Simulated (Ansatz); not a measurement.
## Al$_{2}$Ru: a failed or faulty run and its cure

System: Al$_{2}$Ru (I4/mmm, 3 atoms in the cell).
Method of the first run: DFT PBEsol, scalar-relativistic, plane waves, PAW, no spin polarisation (Ansatz 0.2.0).

The structure derives from a Materials Project entry. The run did not end well. Text and figures count atoms from 1; the logs count them from 0 in places.

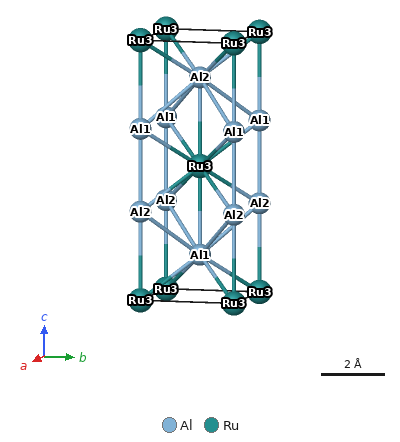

Fig. 1: The structure as given in the input (ball-and-stick view of the cell 2 times as large as that of the calculation, set on its symmetry axes, seen slightly off an axis; atoms are numbered from 1 in the order of the input). An atom can appear more than once, as a periodic image.

### Input, the first run
```yaml
crystal:
  lattice:
    - [-1.56042162, 1.56042162, 4.22180559]
    - [1.56042162, -1.56042162, 4.22180559]
    - [1.56042162, 1.56042162, -4.22180559]
  atoms:
    - { symbol: Al, position: [0.65920219, 0.65920219, 0.0] }
    - { symbol: Al, position: [0.34079781, 0.34079781, 0.0] }
    - { symbol: Ru, position: [0.0, 0.0, 0.0] }
basis:
  ecutwfc: 420
kpoints:
  mp_grid: { grid: [18, 18, 18] }
hamiltonian:
  xc: pbesol
scf:
  occupations: { method: gaussian, width: 0.1 }
  max_iter: 12
  convergence: { dr2_threshold: "1e-19 eV" }
output:
  forces: true
  stress: true
  eigenvalues: true
```

Launched with:
```bash
ansatz run input.yaml --threads 1 --pin off --max-ram 2560MiB --backend cpu --events-out ev --progress --plain --runs-dir out
```

Hardware: 1 thread of Arm Neoverse V1, 24 GiB of memory available, shared host.

### Output, shortened to warnings, some set-up lines, iterations and results (the first run)
```
Error: did not converge after 12 iterations: dr2 = 2.14e-18 (threshold 1.00e-19), under the density mixer `msr1`, which `scf.mixing.algorithm: auto` chose by the deck's other keys (type `scf.mixing.algorithm: msr1` to keep it); raise `scf.max_iter`, which need not help a stalled SCF, or adjust the mixing (`scf.mixing`) or, under a smearing, its width (`scf.occupations.width`, in either direction: …
Basis set: ecut = 420 eV, 795 PW (Γ), FFT grids on a1+a3, a2+a3, a3, exchange–correlation on 48×48×64 points (8 copies of the dense FFT grid, shifted against one another)
Symmetry: 16 space group operations
k-points: 480 of 5832
Initial density: superposition of atomic densities (neutral atoms: chi_scale 0, normalization atom), corrected by the library's trained network
[...]
SCF iter   1: F=—  HF=-6867.580005 eV  |F-HF|=—  |Δ(HF+E_count)|=         —  Δρ=8.46e-3  dr2=3.77e-2  ethr=1.77e-3  ⟨swp⟩=5.2  Hψ=38971  notcnv=0
SCF iter   2: F=—  HF=-6867.574427 eV  |F-HF|=—  |Δ(HF+E_count)|=   5.58e-3  Δρ=3.67e-3  dr2=7.66e-3  ethr=1.72e-4  ⟨swp⟩=1.0  Hψ=11040  notcnv=0
SCF iter   3: F=—  HF=-6867.572946 eV  |F-HF|=—  |Δ(HF+E_count)|=   1.48e-3  Δρ=7.17e-4  dr2=2.50e-4  ethr=3.48e-5  ⟨swp⟩=2.4  Hψ=10389  notcnv=0
SCF iter   4: F=—  HF=-6867.572871 eV  |F-HF|=—  |Δ(HF+E_count)|=   7.45e-5  Δρ=1.13e-4  dr2=4.75e-6  ethr=1.14e-6  ⟨swp⟩=2.5  Hψ=12015  notcnv=0
SCF iter   5: F=—  HF=-6867.572873 eV  |F-HF|=—  |Δ(HF+E_count)|=   2.14e-6  Δρ=3.37e-5  dr2=5.40e-7  ethr=2.16e-8  ⟨swp⟩=2.1  Hψ=11178  notcnv=0
SCF iter   6: F=—  HF=-6867.572873 eV  |F-HF|=—  |Δ(HF+E_count)|=   3.79e-7  Δρ=6.29e-6  dr2=1.19e-8  ethr=2.45e-9  ⟨swp⟩=2.7  Hψ=11404  notcnv=0
SCF iter   7: F=—  HF=-6867.572873 eV  |F-HF|=—  |Δ(HF+E_count)|=   1.61e-9  Δρ=1.06e-6  dr2=4.56e-10  ethr=5.41e-11  ⟨swp⟩=2.5  Hψ=12121  notcnv=0
SCF iter   8: F=—  HF=-6867.572873 eV  |F-HF|=—  |Δ(HF+E_count)|=  1.55e-10  Δρ=2.61e-7  dr2=3.74e-11  ethr=2.07e-12  ⟨swp⟩=2.4  Hψ=11245  notcnv=0
SCF iter   9: F=—  HF=-6867.572873 eV  |F-HF|=—  |Δ(HF+E_count)|=  3.64e-12  Δρ=3.23e-8  dr2=3.07e-13  ethr=1.70e-13 (applied; sched 1.00e-12)  ⟨swp⟩=1.9  Hψ=10004  notcnv=0
SCF iter  10: F=—  HF=-6867.572873 eV  |F-HF|=—  |Δ(HF+E_count)|=  9.09e-13  Δρ=3.97e-9  dr2=3.09e-15  ethr=1.00e-12  ⟨swp⟩=1.0  Hψ=20595  notcnv=0
SCF iter  11: F=—  HF=-6867.572873 eV  |F-HF|=—  |Δ(HF+E_count)|=  9.09e-13  Δρ=7.12e-10  dr2=1.12e-16  ethr=1.00e-12  ⟨swp⟩=1.0  Hψ=21137  notcnv=0
SCF iter  12: F=—  HF=-6867.572873 eV  |F-HF|=—  |Δ(HF+E_count)|=  1.82e-12  Δρ=8.08e-11  dr2=2.14e-18  ethr=1.00e-12  ⟨swp⟩=1.0  Hψ=16358  notcnv=0
Error: did not converge after 12 iterations: dr2 = 2.14e-18 (threshold 1.00e-19), under the density mixer `msr1`, which `scf.mixing.algorithm: auto` chose by the deck's other keys (type `scf.mixing.algorithm: msr1` to keep it); raise `scf.max_iter`, which need not help a stalled SCF, or adjust the …
```

### What should be changed in this input?

The run did not converge: “did not converge after 12 iterations: dr2 = 2.14e-18 (threshold 1.00e-19), under the density mixer `msr1`, which `scf.mixing.algorithm: auto` chose by the deck's other keys (type `scf.mixing.algorithm: msr1` to keep it) …” Its last values are not results.

A run of the same system that converges differs from this input as follows (lines with − go, lines with + come):
```diff
-  max_iter: 12
-  convergence: { dr2_threshold: "1e-19 eV" }
+  algorithm: direct_min
```

### Output, shortened to warnings, some set-up lines, iterations and results (the second run)
```
Basis set: ecut = 420 eV, 795 PW (Γ), FFT grids on a1+a3, a2+a3, a3, exchange–correlation on 48×48×64 points (8 copies of the dense FFT grid, shifted against one another)
Symmetry: 16 space group operations
k-points: 480 of 5832
Initial density: superposition of atomic densities (neutral atoms: chi_scale 0, normalization atom), corrected by the library's trained network
[...]
SCF iter   1: F=—  HF=-6867.579601 eV  |F-HF|=—  |Δ(HF+E_count)|=         —  Δρ=8.54e-3  dr2=3.86e-2  ethr=1.77e-3  ⟨swp⟩=8.2  Hψ=33272  notcnv=0
SCF iter   2: F=—  HF=-6867.574458 eV  |F-HF|=—  |Δ(HF+E_count)|=   5.14e-3  Δρ=4.25e-3  dr2=6.93e-3  ethr=1.75e-4  ⟨swp⟩=3.5  Hψ=17469  notcnv=0  defer=69
SCF iter   3: F=—  HF=-6867.572936 eV  |F-HF|=—  |Δ(HF+E_count)|=   1.52e-3  Δρ=7.03e-4  dr2=2.00e-4  ethr=9.30e-7  ⟨swp⟩=3.8  Hψ=28394  notcnv=0  defer=9
SCF iter   4: F=—  HF=-6867.572872 eV  |F-HF|=—  |Δ(HF+E_count)|=   6.42e-5  Δρ=2.51e-5  dr2=3.27e-7  ethr=9.11e-7  ⟨swp⟩=2.0  Hψ=12568  notcnv=0  defer=6
SCF iter   5: F=—  HF=-6867.572873 eV  |F-HF|=—  |Δ(HF+E_count)|=   6.94e-7  Δρ=1.71e-5  dr2=1.25e-7  ethr=1.49e-9  ⟨swp⟩=4.8  Hψ=22088  notcnv=0  defer=6
SCF iter   6: F=-6867.572873 eV  HF=-6867.572873 eV  |F-HF|=1.98e-8  |Δ(HF+E_count)|=   2.24e-8  Δρ=6.81e-6  dr2=2.46e-8  ethr=5.69e-10  ⟨swp⟩=3.0  Hψ=15768  notcnv=0  defer=5
SCF 1 converged in 6 iterations: F = -6867.572873 eV  dr2 = 2.46e-8
  Residual-converged pass: ⟨swp⟩=3.0  Hψ=16288  notcnv=0  max |occ|·‖R‖ = 6.6e-6 eV (tolerance 6.7e-6 eV)  dr2=2.55e-8  dr2_onsite=9.76e-10  max |Δocc| = 3.0e-9
SCF converged after 6 iterations
Stability not checked: this state was not tested for a lower state beside it, because a direct minimisation reached the state, and no test of it is asked (direct_minimisation; see scf.lower_state_search)
Free energy (F): -6867.572873 eV
Harris-Foulkes:  -6867.572873 eV  (|F-HF|=1.98e-8)
Internal energy: -6867.571627 eV  (E = F + TS)
E sigma→0 (E₀):  -6867.572250 eV
Entropy (-TS):   -0.001246 eV (-0.415 meV/atom)
Fermi energy:    14.019168 eV
--- Per-component energies (eV) ---
  E_band       = -145.789054
  E_kinetic    = 566.614466
  E_local      = -2145.280722  (includes V_loc(G=0)·N_el)
  E_nonlocal   = 366.009109
  E_hartree    = 799.137335
  E_xc         = -271.101521
  E_vxc        = -300.655069  (∫ρ·V_xc dr)
  E_paw        = -4309.858070  (= ΣΔE_a)
  E_vpaw       = -230.754057  (= ΣTr[D̂ρ^β])
  E_aug_tail   = -0.000193  (compensation charges beyond the density's cutoff)
  E_ewald      = -1873.383606
  E_core_change = 0.291574  (= ΣΔE_core)
  E_smearing   = -0.001246  (= −TS)
  E_closure    = 0.000000  (closes the sum)
  Σ components = -6867.572873   (vs F -6867.572873, Δ=0.00e0)
--- Forces (eV/Å), atoms counted from 1 ---
  atom   1  Al    -0.00000000     0.00000000    -0.04898701
  atom   2  Al     0.00000000    -0.00000000     0.04898701
  atom   3  Ru    -0.00000000     0.00000000    -0.00000000
  max |Σ_I F_I| component: 1.39e-17 eV/Å
--- Stress (GPa, compression-positive) ---
       -0.193742       0.000000      -0.000000
        0.000000      -0.193742      -0.000000
        0.000000       0.000000      -0.899694
  P = ⅓ Tr σ = -0.4291 GPa (-4.291 kbar)
```

### The two runs side by side

| quantity | the first run | the second run |
| --- | --- | --- |
| outcome | not converged | converged |
| free energy per atom (eV) | – | −2289.1910 |
| gap on the mesh (eV) | – | 0.00 |
| pressure (GPa) | – | −0.43 |
| volume per atom (Å³) | – | 13.71 |
| largest force (eV/Å) | – | 0.049 |
| irreducible k-points | – | 480 |
| plane waves at Γ | – | 795 |
| wall time (shared host) | 17 s | 47 s |
